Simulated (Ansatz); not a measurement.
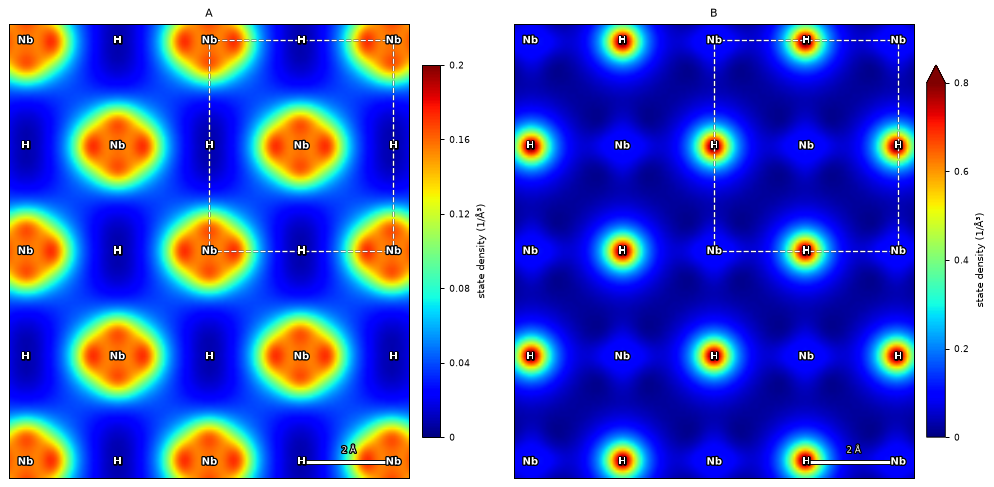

NbH: densities of the states in two energy windows, on the (110) plane of the conventional cell.

Space group I4/mmm; the calculation finds a residual pressure of about −3 GPa at this fixed cell. The cell comes from a database of computed structures, not from a measurement.

Level of theory: DFT r2SCAN, scalar-relativistic, plane waves, PAW (Ansatz 0.2.0).

Core electrons are frozen (PAW), so the fields are smoothed inside the atomic spheres.

```yaml
crystal:
  lattice:
    - [3.21393, 0.00000, 0.00000]
    - [0.00000, 3.21393, 0.00000]
    - [0.00000, 0.00000, 3.96860]
  atoms:
    - { symbol: Nb, position: [0.00000, 0.00000, 0.00000] }
    - { symbol: Nb, position: [0.50000, 0.50000, 0.50000] }
    - { symbol: H, position: [0.00000, 0.00000, 0.50000] }
    - { symbol: H, position: [0.50000, 0.50000, 0.00000] }
```

Question: The windows, about the Fermi level, are −10.3 to −5.4 eV and −0.25 to +0.25 eV. Which panel shows which?

Answer: Panel A: −0.25 to +0.25 eV, the states at the Fermi level, mainly Nb 4d (95 %).
Panel B: −10.3 to −5.4 eV, a separate group of bands, mainly H 1s (50 %), Nb 4d (35 %) and Nb 5s (15 %).
The characters are Löwdin shares on a minimal set of atomic orbitals.

Cost of the run: 12 s on 1 thread of Arm Neoverse N1, on a shared host, peak memory 0.4 GiB.
